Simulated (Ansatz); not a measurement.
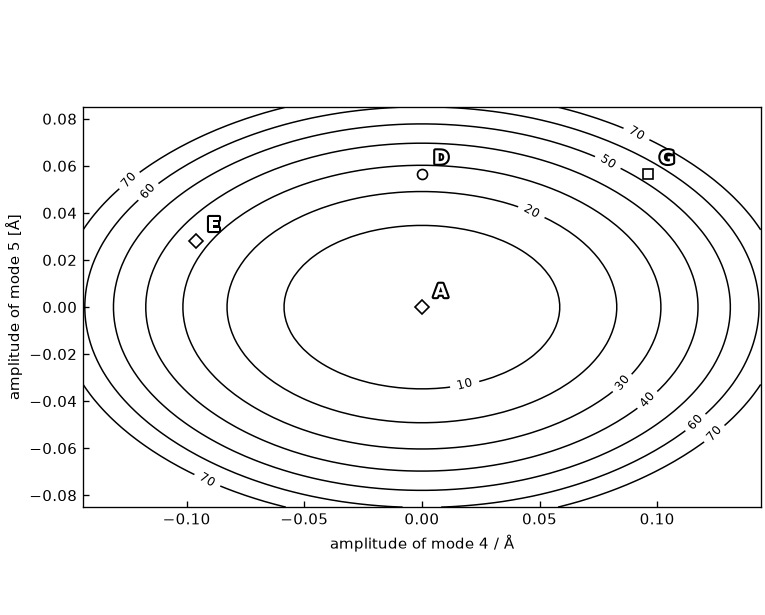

TiAl3 (I4/mmm, No. 139; 4 atoms in the cell). The energy is mapped over two normal modes frozen in (zone-centre modes of the 4-atom cell of this scan). Coordinates scanned: (1) amplitude of mode 4 (196 cm⁻¹), largest displacement; (2) amplitude of mode 5 (220 cm⁻¹), largest displacement. Nothing is relaxed (the cell and all other modes fixed). The grid has 7 × 7 points; 16 points were computed and 33 follow by symmetry. Points are written as (first, second). Energies are in meV per cell, from the lowest grid point. Level of theory: DFT PBE, scalar-relativistic, plane waves, PAW (Ansatz). Settings: cutoff 520 eV, k-mesh 14×14×14, gaussian smearing 0.15 eV, no spin polarisation.

In the figure: contour lines labelled in meV (none above 70), lettered points. Between grid points the surface is interpolated.

### Is E the lowest point of the computed grid?

No. E lies 34 meV above the lowest grid point, which is at (0.000 Å, 0.000 Å).

### What kind of point is each of A, D, E, G: minimum, saddle, maximum or slope?

A: minimum; D: on a slope; E: on a slope; G: on a slope. (In these two coordinates alone; a stationary point may lie a little off the grid point.)

### Rank the lettered points by energy, lowest first.

A (0 meV), D (27 meV), E (34 meV), G (54 meV).

PAW datasets: the set soft_1.
